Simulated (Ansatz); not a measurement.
Single-point calculation of GaN

The run: single-point calculation of GaN (slab, 4 atoms in the cell). Method and program: DFT, PBE, PAW with Ansatz's default frozen-core files, scalar-relativistic, no spin polarisation (Ansatz 0.2.0).

It belongs to a series of runs on one base structure; here: PAW files. Figures and captions count atoms from 1; the log counts them from 0 in places.

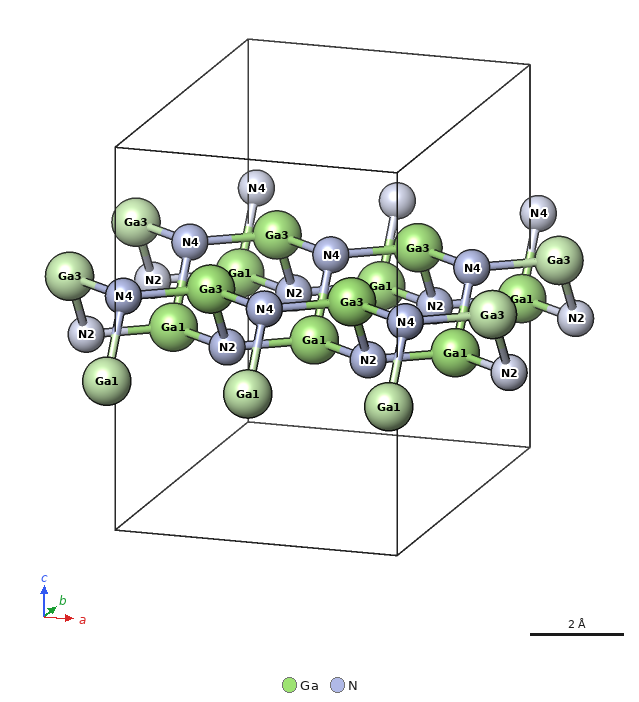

Figure 1. The structure as given in the input (ball-and-stick view of the 2 × 2 repeat of the cell, with the vacuum cut short, seen slightly off an axis; neighbours outside the cell are drawn fainter; atoms are numbered from 1 in the order of the input).

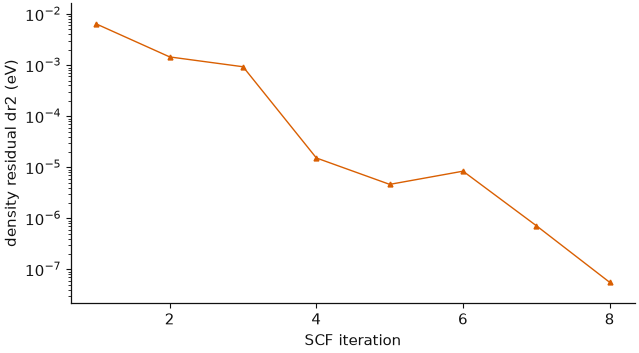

Figure 2. Convergence of the self-consistent field: density residual dr2 against the SCF iteration. The residual falls almost steadily, with no more than small rises.

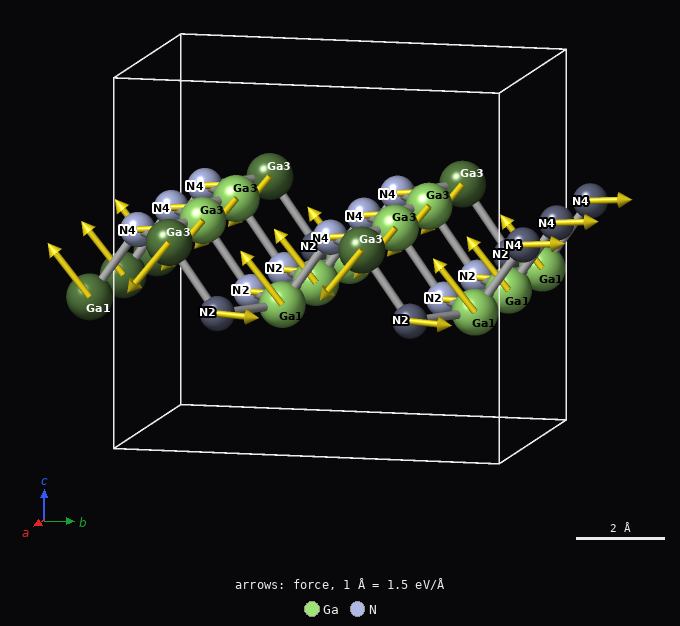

Figure 3. Forces on the atoms as yellow arrows (ball-and-stick view of the 2 × 2 repeat of the cell, with the vacuum cut short, seen slightly off an axis; neighbours outside the cell are drawn fainter; atoms are numbered from 1 in the order of the input). The largest act on Ga1, Ga3 (2.35 eV/Å); N2, N4 (1.49 eV/Å). The geometry is not a stationary point of this energy.

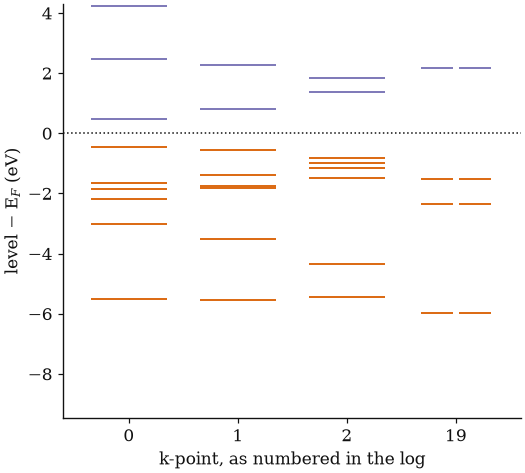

Figure 4. Kohn–Sham levels near the Fermi level (dotted) at the few k-points that the log prints; levels within 0.02 eV of each other stand side by side. Among these points the highest filled and lowest empty levels are 0.92 eV apart, which is the gap on the mesh.

The input that produced these results follows, with the program's output.

### Input
```yaml
crystal:
  lattice:
    - [3.2162655414, 0.0, 0.0]
    - [0.0, 4.5484863488, 0.0]
    - [0.0, 0.0, 17.6081]
  atoms:
    - { symbol: Ga, position: [0.0, 0.875, 0.454335426] }
    - { symbol: "N", position: [0.5, 0.625, 0.454335426] }
    - { symbol: Ga, position: [0.5, 0.375, 0.545664574] }
    - { symbol: "N", position: [0.0, 0.125, 0.545664574] }
kpoints:
  mp_grid: { grid: [8, 6, 1] }
scf:
  occupations: { method: fermi_dirac, width: 0.02 }
hamiltonian:
  xc: pbe
  pseudopotentials: { kind: paw }
output:
  forces: true
  stress: true
  eigenvalues: true
  populations: true
efield:
  axis: 3
  amplitude: 0
  dipole_correction: true
```

Run as:
```bash
ansatz run input.yaml --threads 1 --pin off --max-ram 3584MiB --backend cpu --events-out ev --progress --plain --runs-dir out
```

### What the program printed
```
Engine: ansatz 0.2.0, x86_64-unknown-linux-gnu
Pseudopotentials: kind: paw
Pseudopotential: Ga, paw, valence charge 13, recommended cutoff 420 eV (normal), Ga.paw.azcp
Pseudopotential: N, paw, valence charge 5, recommended cutoff 420 eV (normal), N.paw.azcp
Functional definition: PBE
  parameter kappa = 0.804
  parameter beta = 0.06672455060314922
  exchange = pbe_x(kappa = kappa, mu = beta*pi^2/3)
  correlation = pbe_c(beta = beta)
Crystal: 4 atoms, lattice volume = 257.591 Å³
Basis set: ecut = 420 eV, 5095 PW (Γ), exchange–correlation on 48×64×240 points (8 copies of the dense FFT grid, shifted against one another)
Bands: 22, of which v1, the nominal top of the filled ones, is band 18 counted from 1 (17 counted from 0)
Symmetry: 2 space group operations
k-points: 20 of 48 (time reversal used)
Non-local potential: Ga, projectors of the file, l = 0: 2, l = 1: 2, l = 2: 3, l = 3: 1
Non-local potential: N, projectors of the file, l = 0: 2, l = 1: 2, l = 2: 1
PAW form: soft (Blöchl's): semilocal exchange-correlation on the pseudo side does not see the compensation charge
PAW one-centre angular grid: Ga, 590 points (default); XC on 64 Gauss nodes
PAW one-centre angular grid: N, 110 points (default); XC on 64 Gauss nodes
Initial density: superposition of atomic densities (neutral atoms: chi_scale 0, normalization atom), corrected by the library's trained network
Initial wavefunctions: pseudopotential atomic-orbital guess
Functional: x = pbe(κ = 0.804, μ = 0.2195149727645171), c = pbe(β = 0.06672455060314922)
SCF iter   1: F=—  HF=-8332.354079 eV  |F-HF|=—  |Δ(HF+E_count)|=         —  Δρ=2.42e-3  dr2=6.41e-3  ethr=1.77e-3  p=0.000 e·Å  D=4.84e-14 V/Å  ΔV_dip=-0.00 eV  dr2_dipole=6.57e-9  V_vac-E_F(+/−)=4.63/4.63 eV  ⟨swp⟩=7.2  Hψ=2254  notcnv=0
efield: sawtooth ramp at fractional position 0.9500 (placed from the atoms, in the widest stretch of the axis that holds none; the zero of the levels goes with the place), width 0.1000; the density the first Hamiltonian is built on has a dipole p = 0.000 e·Å; the dipole correction subtracts the counter field D = 4.84e-14 V/Å, which shifts the + side's vacuum level by -0.00 eV against the − side's; the planar-averaged density in the ramp window peaks in size at 1.7e-5 e/Å³
preconditioner: auto → Resta (q_TF=auto, 1.965 Å⁻¹)  ε∞=2.0  [insulator: Δε(μ)=0.892 eV  Ē_g=13.750 eV  σ=0.020 eV  W_gap=1.00  n_scr=26 (ndim 8)  ℏωp=13.9 eV  f_vac=0.715  D(μ)=0.00/eV (n_scr^D=0)  ε∞_Penn≈2.0  vacuum switching on, ρ_ref=1.4e-2 e/Å³]
SCF iter   2: F=—  HF=-8332.353828 eV  |F-HF|=—  |Δ(HF+E_count)|=   2.51e-4  Δρ=1.15e-3  dr2=1.45e-3  ethr=1.78e-5  p=0.000 e·Å  D=2.64e-5 V/Å  ΔV_dip=-0.00 eV  dr2_dipole=1.81e-8  V_vac-E_F(+/−)=4.63/4.63 eV  ⟨swp⟩=2.4  Hψ=1036  notcnv=0
SCF iter   3: F=—  HF=-8332.354409 eV  |F-HF|=—  |Δ(HF+E_count)|=   5.82e-4  Δρ=5.29e-4  dr2=9.31e-4  ethr=4.02e-6  p=-0.000 e·Å  D=-7.46e-5 V/Å  ΔV_dip=0.00 eV  dr2_dipole=2.19e-7  V_vac-E_F(+/−)=4.58/4.58 eV  ⟨swp⟩=2.6  Hψ=790  notcnv=0
SCF iter   4: F=—  HF=-8332.354224 eV  |F-HF|=—  |Δ(HF+E_count)|=   1.86e-4  Δρ=7.42e-5  dr2=1.52e-5  ethr=2.59e-6  p=0.000 e·Å  D=1.90e-5 V/Å  ΔV_dip=-0.00 eV  dr2_dipole=3.31e-8  V_vac-E_F(+/−)=4.60/4.60 eV  ⟨swp⟩=2.0  Hψ=608  notcnv=0
SCF iter   5: F=—  HF=-8332.354319 eV  |F-HF|=—  |Δ(HF+E_count)|=   9.52e-5  Δρ=3.65e-5  dr2=4.62e-6  ethr=4.23e-8  p=-0.000 e·Å  D=-6.04e-5 V/Å  ΔV_dip=0.00 eV  dr2_dipole=3.02e-7  V_vac-E_F(+/−)=4.60/4.60 eV  ⟨swp⟩=2.4  Hψ=813  notcnv=0
SCF iter   6: F=—  HF=-8332.354321 eV  |F-HF|=—  |Δ(HF+E_count)|=   1.99e-6  Δρ=3.86e-5  dr2=8.38e-6  ethr=1.28e-8  p=0.000 e·Å  D=1.09e-4 V/Å  ΔV_dip=-0.00 eV  dr2_dipole=8.89e-7  V_vac-E_F(+/−)=4.60/4.60 eV  ⟨swp⟩=2.1  Hψ=761  notcnv=0
SCF iter   7: F=—  HF=-8332.354320 eV  |F-HF|=—  |Δ(HF+E_count)|=   5.84e-7  Δρ=1.32e-5  dr2=7.16e-7  ethr=1.28e-8  p=0.000 e·Å  D=2.48e-5 V/Å  ΔV_dip=-0.00 eV  dr2_dipole=5.57e-8  V_vac-E_F(+/−)=4.60/4.60 eV  ⟨swp⟩=2.0  Hψ=490  notcnv=0
SCF iter   8: F=-8332.354320 eV  HF=-8332.354320 eV  |F-HF|=2.91e-8  |Δ(HF+E_count)|=   2.18e-8  Δρ=3.85e-6  dr2=5.57e-8  ethr=2.78e-10  p=0.000 e·Å  D=6.84e-6 V/Å  ΔV_dip=-0.00 eV  dr2_dipole=3.91e-9  V_vac-E_F(+/−)=4.60/4.60 eV  ⟨swp⟩=3.8  Hψ=2105  notcnv=0
SCF 1 converged in 8 iterations: F = -8332.354320 eV  dr2 = 5.57e-8
  greatest PAW one-centre occupation: 0.995 electrons in one spin orbital (limit 2), on the Ga atom at site 2 (counted from 0), in its partial waves of l = 2
SCF converged after 8 iterations
Free energy (F): -8332.354320 eV
Harris-Foulkes:  -8332.354320 eV  (|F-HF|=2.91e-8)
Internal energy: -8332.354320 eV  (E = F + TS)
E sigma→0 (E₀):  -8332.354320 eV
Fermi energy:    -2.013625 eV
Dipole field:    D = -0.000067 V/Å  (p = -0.000096 e·Å, saw-weighted, corrected)
Work function:   Φ+ = 4.5977 eV   Φ− = 4.5965 eV
Levels:          The Fermi level and band energies are counted from a zero that moves with the ramp; work functions are not
--- Per-component energies (eV) ---
  E_band       = -440.814560
  E_kinetic    = 479.987870
  E_local      = -20359.327409  (includes V_loc(G=0)·N_el)
  E_nonlocal   = 945.391055
  E_hartree    = 9810.591413
  E_xc         = -252.880843
  E_vxc        = -261.377634  (∫ρ·V_xc dr)
  E_paw        = -4235.287894  (= ΣΔE_a)
  E_vpaw       = -866.667389  (= ΣTr[D̂ρ^β])
  E_aug_tail   = 0.000033  (compensation charges beyond the density's cutoff)
  E_efield     = 0.000000  (sawtooth field / dipole correction)
  E_vefield    = 0.000000  (∫n·V_field dr)
  E_ewald      = 5279.171455
  E_smearing   = -0.000000  (= −TS)
  E_closure    = 0.000000  (closes the sum)
  Σ components = -8332.354320   (vs F -8332.354320, Δ=0.00e0)
--- Forces (eV/Å), atoms counted from 1 ---
  atom   1  Ga     0.00000000    -1.48834440     1.82208729
  atom   2  N      0.00000000     1.48832663    -0.09940770
  atom   3  Ga    -0.00000000    -1.48841502    -1.82202414
  atom   4  N      0.00000000     1.48845005     0.09939784
  max |Σ_I F_I| component: 5.33e-5 eV/Å
--- Stress (GPa, compression-positive) ---
       -1.499898      -0.000000      -0.000000
       -0.000000      -2.752708      -0.000028
       -0.000000      -0.000028      -1.723566
  P = ⅓ Tr σ = -1.9921 GPa (-19.921 kbar)
--- Band table (eV; the first three rows and the last of 20) ---
  k-point 0: bands = ["-17.0903", "-17.0335", "-16.2423", "-16.1480", "-16.1145", "-16.1019", "-16.0724", "-15.9865", "-15.9622", "-15.9121", "-15.6755", "-13.9274", "-7.5199", "-5.0367", "-4.1867", "-3.8576", "-3.6631", "-2.4739", "-1.5538", "0.4492", "2.2237", "2.3398"]
  k-point 1: bands = ["-17.0792", "-17.0334", "-16.2336", "-16.1463", "-16.1241", "-16.1062", "-16.0653", "-15.9893", "-15.9581", "-15.9150", "-15.5833", "-14.0652", "-7.5468", "-5.5241", "-3.8453", "-3.7663", "-3.4059", "-2.5662", "-1.2159", "0.2491", "2.3927", "2.5240"]
  k-point 2: bands = ["-17.0574", "-17.0347", "-16.2103", "-16.1479", "-16.1404", "-16.1171", "-16.0465", "-16.0015", "-15.9477", "-15.9230", "-15.3099", "-14.4298", "-7.4485", "-6.3508", "-3.5152", "-3.1668", "-3.0178", "-2.8203", "-0.6430", "-0.1656", "2.7708", "2.9001"]
  k-point 19: bands = ["-17.0006", "-17.0005", "-16.1369", "-16.1368", "-16.1316", "-16.1316", "-16.0537", "-16.0536", "-15.8899", "-15.8898", "-13.9068", "-13.9067", "-8.0019", "-8.0018", "-4.3588", "-4.3588", "-3.5384", "-3.5383", "0.1519", "0.1519", "4.4672", "4.4673"]
--- Löwdin populations: 4 sites ---
  site symbol       q [e]
     0     Ga     12.2445
     1      N      5.6922
     2     Ga     12.2445
     3      N      5.6923
  spilling = 0.003515 (of n_electrons = 36.000000)
```

### File populations.tsv
```
# site	symbol	l	j	q
# orbitals = lowdin
# n_electrons = 36.000000
# spilling = 0.003515
0	Ga	0_4S	-	0.990392
0	Ga	1_4P	-	1.274080
0	Ga	2_3D	-	9.979992
1	N	0_2S	-	1.555285
1	N	1_2P	-	4.136932
2	Ga	0_4S	-	0.990394
2	Ga	1_4P	-	1.274093
2	Ga	2_3D	-	9.979992
3	N	0_2S	-	1.555290
3	N	1_2P	-	4.137009
```

### Summary

| quantity | value |
| --- | --- |
| outcome | converged |
| electrons treated | 36 |
| free energy | −8332.3543 eV |
| Fermi energy | −2.014 eV |
| gap on the k-point mesh | 0.92 eV |
| largest force (length of the vector) | 2.353 eV/Å |
| hardware | 1 thread of Intel Xeon @ 2.50GHz (Skylake/Cascade Lake), 32 GiB of memory available, shared host |
| wall time | 12 s |
| peak memory | 0.49 GiB |
